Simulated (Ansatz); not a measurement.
**Single-point calculation of NiSi (part 1 of 2)**

The run: single-point calculation of NiSi (slab, 24 atoms in the cell). Method and program: DFT PBE, scalar-relativistic, plane waves, PAW, no spin polarisation (Ansatz 0.2.0).

The structure derives from a Materials Project entry. It belongs to a series of runs on one base structure; here: (1 0 1) slab cut from the bulk. Figures and captions count atoms from 1; the log counts them from 0 in places.

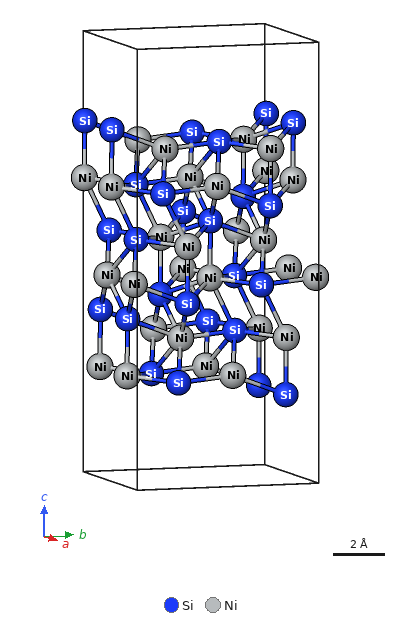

Fig. 1: The input geometry (ball-and-stick view of the 2 × 1 repeat of the cell, with the vacuum cut short, seen slightly off an axis).

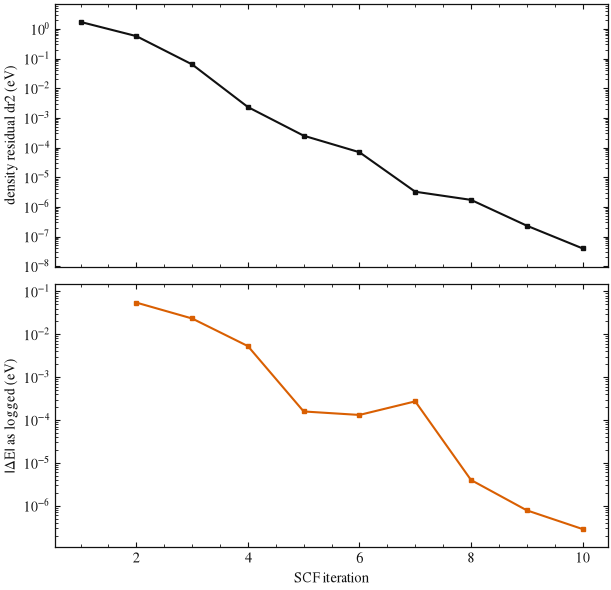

Fig. 2: Convergence of the self-consistent field: density residual dr2 and size of the energy change against the SCF iteration. The residual falls at every step.

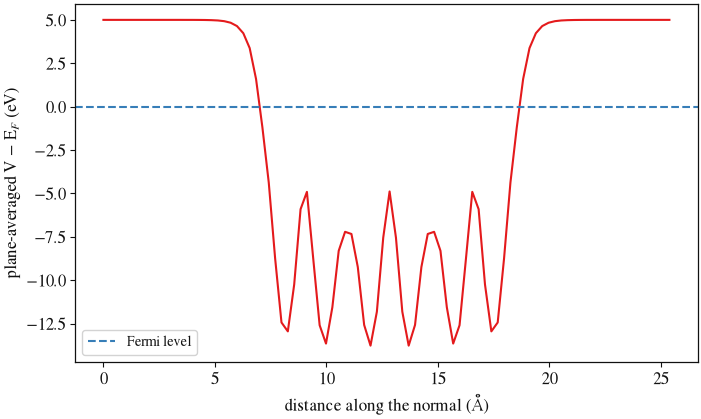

Fig. 3: Plane average of the electrostatic potential energy of an electron across the cell, from the Fermi level. The vacuum level lies 5.01 eV above the Fermi level.

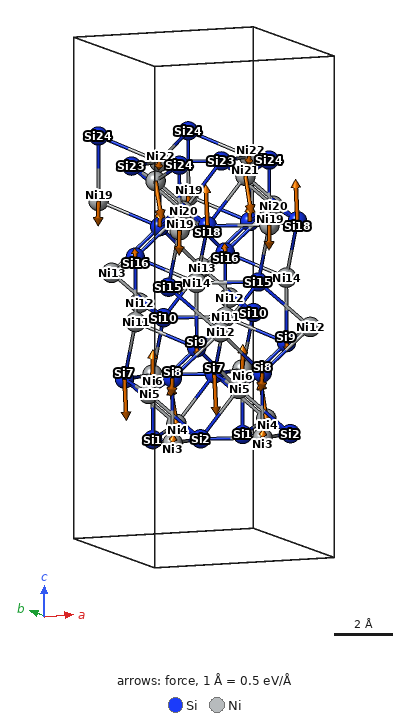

Fig. 4: Forces on the atoms as orange arrows (ball-and-stick view of the 2 × 1 repeat of the cell, with the vacuum cut short, seen slightly off an axis; atoms are numbered from 1 in the order of the input). The largest act on Si7, Si18 (0.74 eV/Å); Ni4, Ni21 (0.71 eV/Å); Ni6, Ni19 (0.46 eV/Å); Si8, Si17 (0.34 eV/Å). The geometry is not a stationary point of this energy.

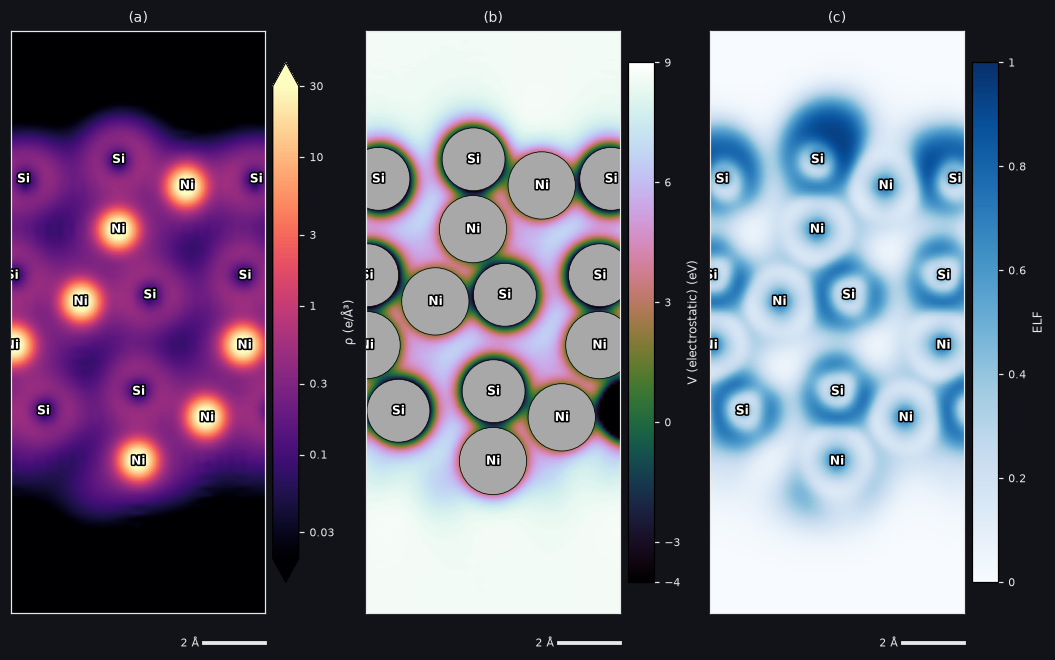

Fig. 5: (a) valence charge density (pseudo); (b) electrostatic potential (local pseudopotential plus Hartree) felt by an electron; (c) ELF on the (100) plane of the calculation cell, a cut from vacuum to vacuum. Grey discs, where drawn, cover atomic cores. Si–Ni (2.29 Å): ρ is about 0.49 e/Å³ halfway; the ELF is about 0.50 at the midpoint. Si–Ni (2.39 Å): ρ at the midpoint is about 0.43 e/Å³; the ELF is about 0.50 at the midpoint. The density dies away to nearly zero in the vacuum. The strong features right at Ni lie inside the PAW spheres (semicore, d or f shells) and say nothing about bonding. Core electrons are frozen (PAW), so the fields are smoothed inside the atomic spheres.

These pictures come from the run below.

**Input**
```yaml
crystal:
  lattice:
    - [3.3757621829, 0.0, 0.0]
    - [0.0, 7.6245701446, 0.0]
    - [0.0, 0.0, 25.6756543382]
  atoms:
    - { symbol: Si, position: [0.75, 0.8558614007, 0.2921055059] }
    - { symbol: Si, position: [0.75, 0.2645189474, 0.3169901768] }
    - { symbol: Ni, position: [0.25, 0.0555258592, 0.3229714861] }
    - { symbol: Ni, position: [0.75, 0.5631094652, 0.3254262189] }
    - { symbol: Ni, position: [0.25, 0.3509069927, 0.3787163557] }
    - { symbol: Ni, position: [0.75, 0.8584905988, 0.3811710885] }
    - { symbol: Si, position: [0.25, 0.6494975106, 0.3871523978] }
    - { symbol: Si, position: [0.25, 0.0581550573, 0.4120370687] }
    - { symbol: Si, position: [0.75, 0.3128696297, 0.4400342186] }
    - { symbol: Si, position: [0.75, 0.7215271764, 0.4649188895] }
    - { symbol: Ni, position: [0.25, 0.5125340882, 0.4709001988] }
    - { symbol: Ni, position: [0.75, 0.0201176942, 0.4733549316] }
    - { symbol: Ni, position: [0.25, 0.8079152217, 0.5266450684] }
    - { symbol: Ni, position: [0.75, 0.3154988278, 0.5290998012] }
    - { symbol: Si, position: [0.25, 0.1065057396, 0.5350811105] }
    - { symbol: Si, position: [0.25, 0.5151632862, 0.5599657814] }
    - { symbol: Si, position: [0.75, 0.7698778587, 0.5879629313] }
    - { symbol: Si, position: [0.75, 0.1785354054, 0.6128476022] }
    - { symbol: Ni, position: [0.25, 0.9695423171, 0.6188289115] }
    - { symbol: Ni, position: [0.75, 0.4771259232, 0.6212836443] }
    - { symbol: Ni, position: [0.25, 0.2649234507, 0.6745737811] }
    - { symbol: Ni, position: [0.75, 0.7725070568, 0.6770285139] }
    - { symbol: Si, position: [0.25, 0.5635139686, 0.6830098232] }
    - { symbol: Si, position: [0.25, 0.9721715152, 0.7078944941] }
basis:
  ecutwfc: 420
kpoints:
  mp_grid: { grid: [10, 5, 1] }
hamiltonian:
  xc: pbe
scf:
  occupations: { method: gaussian, width: 0.1 }
output:
  forces: true
  stress: true
  eigenvalues: true
  write_density: true
  write_potential: true
  elf: true
  volumetric_format: npy
efield:
  axis: 3
  dipole_correction: true
  ramp_width: 0.04
```

Launch command:
```bash
ansatz run input.yaml --threads 4 --pin off --max-ram 8192MiB --backend cpu --events-out ev --progress --plain --runs-dir out
```

**Output**
```
Engine: ansatz 0.2.0, aarch64-unknown-linux-gnu
Pseudopotentials: kind: paw
Pseudopotential: Si, paw, valence charge 4, recommended cutoff 420 eV (normal), Si.paw.azcp
Pseudopotential: Ni, paw, valence charge 18, recommended cutoff 420 eV (normal), Ni.paw.azcp
Functional definition: PBE
  parameter kappa = 0.804
  parameter beta = 0.06672455060314922
  exchange = pbe_x(kappa = kappa, mu = beta*pi^2/3)
  correlation = pbe_c(beta = beta)
Crystal: 24 atoms, lattice volume = 660.859 Å³
Basis set: ecut = 420 eV, 12899 PW (Γ), exchange–correlation on 48×108×360 points (8 copies of the dense FFT grid, shifted against one another)
Bands: 159, of which v1, the nominal top of the filled ones, is band 132 counted from 1 (131 counted from 0)
Symmetry: 2 space group operations
k-points: 18 of 50 (time reversal used)
Non-local potential: Si, projectors of the file, l = 0: 2, l = 1: 2, l = 2: 2
Non-local potential: Ni, projectors of the file, l = 0: 3, l = 1: 2, l = 2: 3, l = 3: 1
PAW form: soft (Blöchl's): semilocal exchange-correlation on the pseudo side does not see the compensation charge
PAW one-centre angular grid: Si, 110 points (default); XC on 64 Gauss nodes
PAW one-centre angular grid: Ni, 590 points (default); XC on 64 Gauss nodes
Initial density: superposition of atomic densities (neutral atoms: chi_scale 0, normalization atom), corrected by the library's trained network
Initial wavefunctions: pseudopotential atomic-orbital guess
Functional: x = pbe(κ = 0.804, μ = 0.2195149727645171), c = pbe(β = 0.06672455060314922)
```
